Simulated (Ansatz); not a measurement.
Take the following structure.

```cif
data_structure
_symmetry_space_group_name_H-M 'P 63 2 2'
_symmetry_Int_Tables_number 182
_cell_length_a 5.0993
_cell_length_b 5.0993
_cell_length_c 8.6286
_cell_angle_alpha 90.000
_cell_angle_beta 90.000
_cell_angle_gamma 120.000
_cell_volume 194.31
loop_
_atom_site_label
_atom_site_type_symbol
_atom_site_symmetry_multiplicity
_atom_site_Wyckoff_symbol
_atom_site_fract_x
_atom_site_fract_y
_atom_site_fract_z
_atom_site_occupancy
Si1 Si 4 f 0.66667 0.33333 0.93720 1
O1 O 6 g 0.00000 0.41738 0.00000 1
O2 O 2 c 0.66667 0.33333 0.75000 1
```

> Characterise the structure given above.

Chemical formula SiO2. The structure has P6_322 (No. 182) symmetry and a primitive hexagonal lattice. The cell comprises 4 formula units: 4 Si, 8 O. The polyhedra are SiO4 tetrahedra; they share corners. The coordination shell of Si holds four O in a tetrahedral arrangement at 1.62 Å. The neighbours of O are two Si at 1.62 Å. The bonds build a three-dimensional framework.

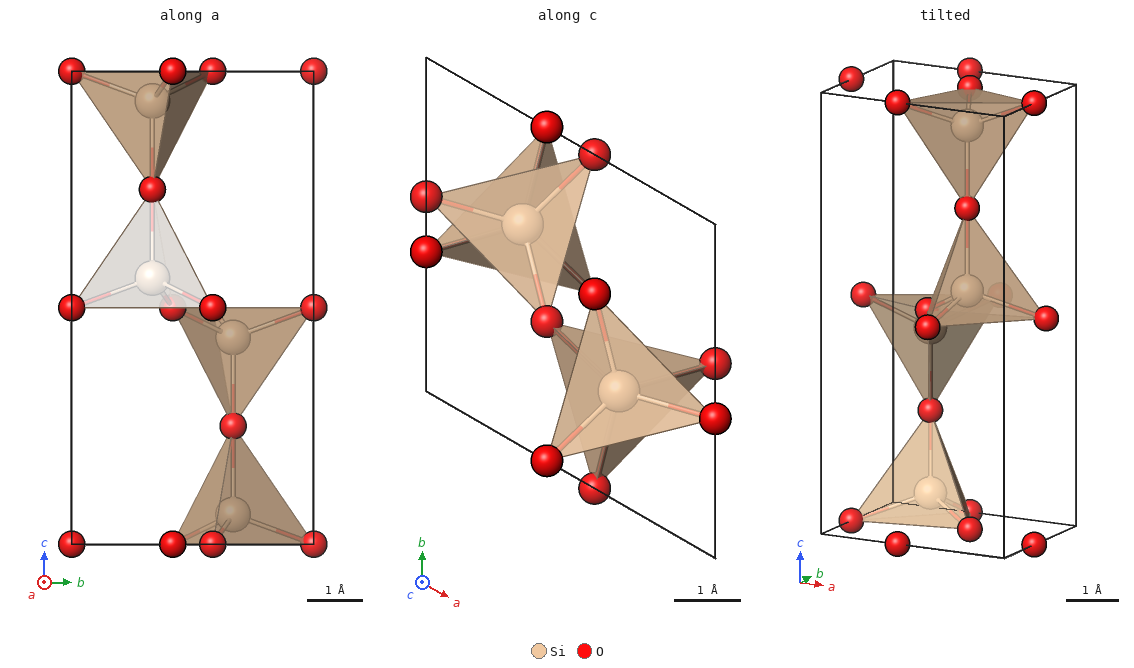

The crystal in a polyhedral representation, seen along the a axis, along the c axis and slightly off an axis. The conventional unit cell is drawn as a box. Colours: silicon light orange, oxygen red.

The model was built from a structure listed in the Materials Project. Earlier steps of the study may have refined or changed the cell and positions. It was the input of a calculation with Ansatz.
